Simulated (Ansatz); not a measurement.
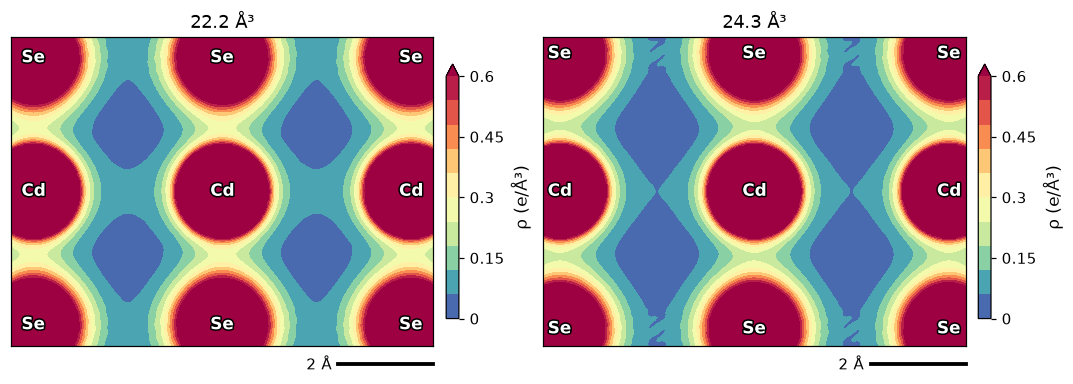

CdSe. The valence pseudo-density of cells scaled evenly to different volumes (given per atom above each panel), on the (101̄) plane of each (indices in the axes of the cell below), at one length scale and on one colour scale.

A structure from a database of computed crystals, not necessarily the ambient phase.

Computed with Ansatz, DFT PBE, scalar-relativistic, plane waves, PAW.

The density is the valence pseudo-density of a PAW calculation; it isn't the true density close to the nuclei.

The largest cell:

```cif
data_structure
_symmetry_space_group_name_H-M 'P 1'
_symmetry_Int_Tables_number 1
_cell_length_a 4.0970
_cell_length_b 4.0970
_cell_length_c 4.0970
_cell_angle_alpha 60.000
_cell_angle_beta 60.000
_cell_angle_gamma 60.000
_cell_volume 48.63
loop_
_atom_site_label
_atom_site_type_symbol
_atom_site_fract_x
_atom_site_fract_y
_atom_site_fract_z
_atom_site_occupancy
Cd1 Cd 0.00000 0.00000 0.00000 1
Se1 Se 0.50000 0.50000 0.50000 1
```

| volume (Å³/atom) | Cd–Se contact in the plane (Å) | ρ at its midpoint (e/Å³) | pressure (GPa) | 
| --- | --- | --- | --- |
| 22.19 | 2.810 | 0.273 | 4.3 | 
| 23.74 | 2.874 | ? | ? | 
| 24.31 | 2.897 | 0.236 | −1.7 | 

Estimate the missing row, and compare with the calculation.

Over the known rows ln ρ falls by 1.67 per Å of Cd–Se distance (the line through the two), which gives 0.245 e/Å³ at 2.874 Å; the calculation gives 0.245 e/Å³. For the pressure, a straight line in volume between the neighbouring rows gives −0.1 GPa; the calculation gives −0.3.
